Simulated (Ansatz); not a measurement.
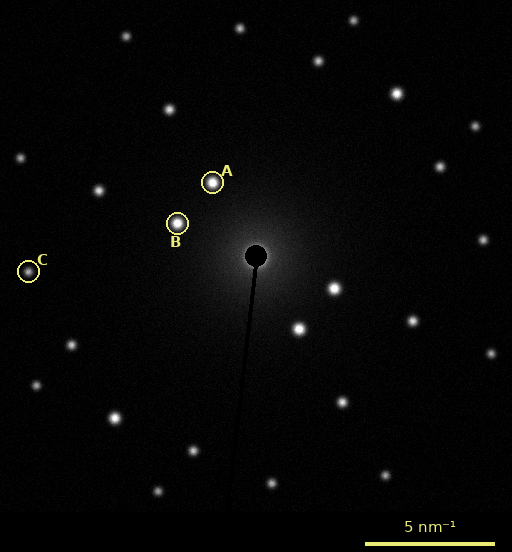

Kinematic zone-axis pattern, calculated for 80 keV electrons with B = 0.8 Å². The zone axis points towards the electron source and the pattern is seen from the source side.

The sample is Yb, space group Pm-3n (No. 223), a = 6.76 Å. Structure: the geometry relaxed with Ansatz 0.2.0, DFT, revPBE, plane waves (420 eV) with PAW, scalar-relativistic; the starting structure was generated, so it need not be a known form of this composition.

```cif
data_structure
_symmetry_space_group_name_H-M 'Pm-3n'
_symmetry_Int_Tables_number 223
_cell_length_a 6.7588
_cell_length_b 6.7588
_cell_length_c 6.7588
_cell_angle_alpha 90.000
_cell_angle_beta 90.000
_cell_angle_gamma 90.000
_cell_volume 308.75
loop_
_atom_site_label
_atom_site_type_symbol
_atom_site_symmetry_multiplicity
_atom_site_Wyckoff_symbol
_atom_site_fract_x
_atom_site_fract_y
_atom_site_fract_z
_atom_site_occupancy
Yb1 Yb 2 a 0.00000 0.00000 0.00000 1
Yb2 Yb 6 c 0.25000 0.00000 0.50000 1
```

Spot A is indexed -1 0 2 and spot B 0 -1 2.

Q: Give hkl for C.

A: C = −2A + 4B = 2 -4 4 (d = 1.126 Å).

Q: Which zone axis is this?

A: The cross product of A and B is parallel to [221]; every spot obeys hu + kv + lw = 0.
